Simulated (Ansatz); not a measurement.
# LiTa3O4: what the fields show

Input

```
crystal:
  lattice:
    - [2.8751621639, 0.0028579492, -0.0054005187]
    - [-0.0853199375, 2.9222425616, 0.0047131864]
    - [-0.3782945896, -0.4999809551, 10.8521738023]
  atoms:
    - { symbol: Li, position: [0.7950392501, 0.9809309545, 0.8597547464] }
    - { symbol: Ta, position: [0.6342748861, 0.0582844631, 0.3840727246] }
    - { symbol: Ta, position: [0.3435252218, 0.4395752243, 0.5978909321] }
    - { symbol: Ta, position: [0.0871184225, 0.5129526261, 0.086304383] }
    - { symbol: O, position: [0.8575197893, 0.9550500639, 0.6835700198] }
    - { symbol: O, position: [0.5952196005, 0.0221037092, 0.1435243223] }
    - { symbol: O, position: [0.5648999013, 0.489016464, 0.9487797872] }
    - { symbol: O, position: [0.1224029287, 0.5420864947, 0.2961030147] }
basis:
  ecutwfc: 420
kpoints:
  mp_grid: { grid: [10, 10, 4] }
  band_path:
    path:
      - [[0.0, 0.0, 0.0], [-0.5, 0.0, 0.0]]
      - [[0.0, 0.0, -0.5], [0.0, 0.0, 0.0], [0.0, -0.5, 0.0]]
      - [[0.5, -0.5, 0.5], [0.0, 0.0, 0.0], [0.0, -0.5, 0.5]]
      - [[0.5, -0.5, 0.0], [0.0, 0.0, 0.0], [-0.5, 0.0, 0.5]]
    npoints: 14
hamiltonian:
  xc: pbe
scf:
  occupations: { method: gaussian, width: 0.1 }
  n_extra_bands: 20
output:
  forces: true
  stress: true
  eigenvalues: true
  populations: true
  dos: { projected: true, de: 0.02, nscf_kmesh: { grid: [12, 12, 5] } }
  bader: true
  write_density: true
  write_potential: true
  elf: true
  volumetric_format: npy
```

Command:

```sh
ansatz run input.yaml --threads 1 --pin off --max-ram 2560MiB --backend cpu --events-out ev --progress --plain --runs-dir out
```

Below, planes, directions and counts refer to the conventional cell (a = 2.88 Å, b = 2.92 Å, c = 10.87 Å, α = 92.48°, β = 92.10°, γ = 91.62°).

Space group P1; a structure from a database of computed crystals, not necessarily the ambient phase; a generated structure, not necessarily the stable one.

Level of theory: DFT PBE, scalar-relativistic, plane waves, PAW (Ansatz 0.2.0).

In a PAW calculation such maps are meaningful between the atoms, not at the nuclei.

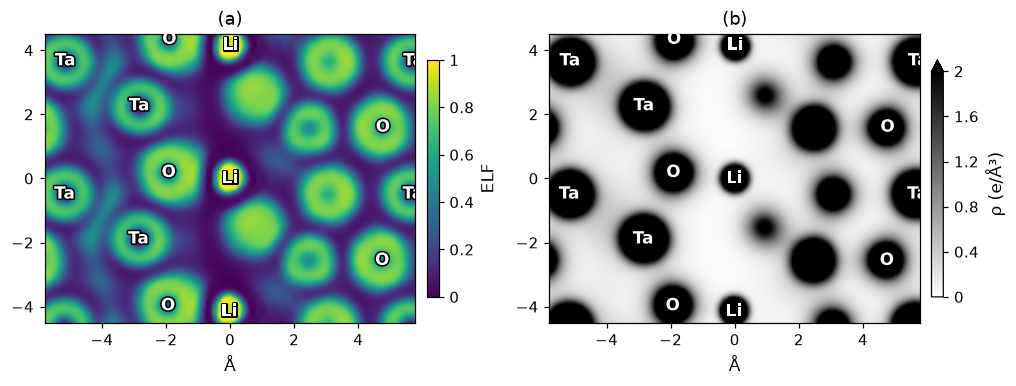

Figure 1. (a) electron localisation function; (b) valence charge density (pseudo) on the (110) plane of the conventional cell.

> What does the map show?

- Atoms in the plane: Li, Ta and O.
- Atoms just off the plane (Ta, 0.4 Å away and O, 0.3 Å away) can leave unmarked features too.
- Ta–Ta (2.70 Å): ρ is about 0.46 e/Å³ halfway; the ELF is about 0.40 at the midpoint.
- Li–O (1.93 Å): the density is about 0.4 e/Å³ at the midpoint; the ELF peaks at about 0.85 in the valence shell of O, 0.7 Å from its nucleus, and is about 0.60 at the midpoint.
- Between the atoms the lowest density in this plane is 0.02 e/Å³.
- The features right at Li and Ta lie inside the PAW spheres, where the map follows smoothed inner orbitals and isn't to be read closely.

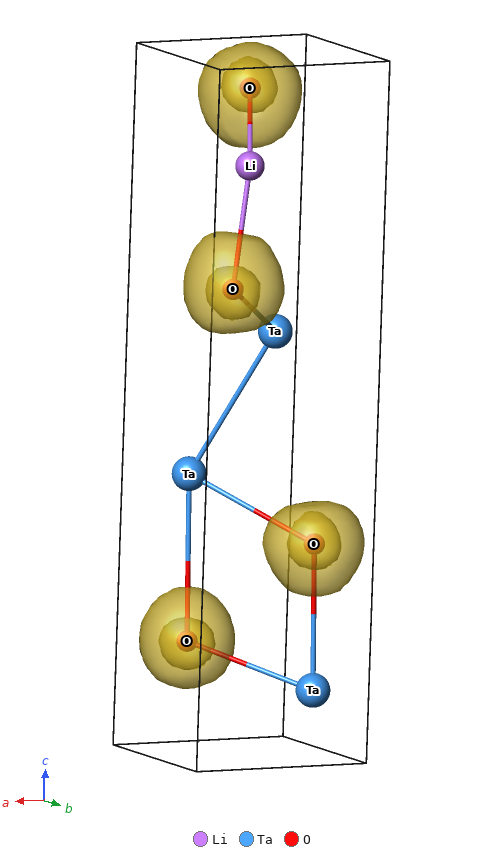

Figure 2. Isosurface of the ELF at 0.75 (yellow), seen at an oblique angle. Only the valence region is drawn (cores and ρ < 0.01 e/Å³ removed). Sticks mark near contacts.

> Describe the localisation domains.

The surface consists of four regions wrapped around O (the valence shell of each), counted in one cell of 8 atoms. Regions shared between cells count once. Along the contacts the grid gives the following. Li–O (1.89 Å): the ELF peaks at about 0.85 in the valence shell of O, 0.6 Å from its nucleus, and is about 0.55 at the midpoint. Ta–O (2.07 Å): the ELF peaks at about 0.80 in the valence shell of O, 0.6 Å from its nucleus, and drops to about 0.20 between the two atoms (no localised pair shows between them).

> Metal or insulator at this level of theory?

It is gapless in this calculation (a metal or semimetal); semilocal functionals without U, or without the true magnetic order, often close the gap of such compounds.

> Which way does charge flow, and how much by Bader's partition?

Electrons move from Li and Ta towards O. Bader charges: Li +0.88, Ta +1.07 to +2.15 and O −1.34 to −1.27 e.
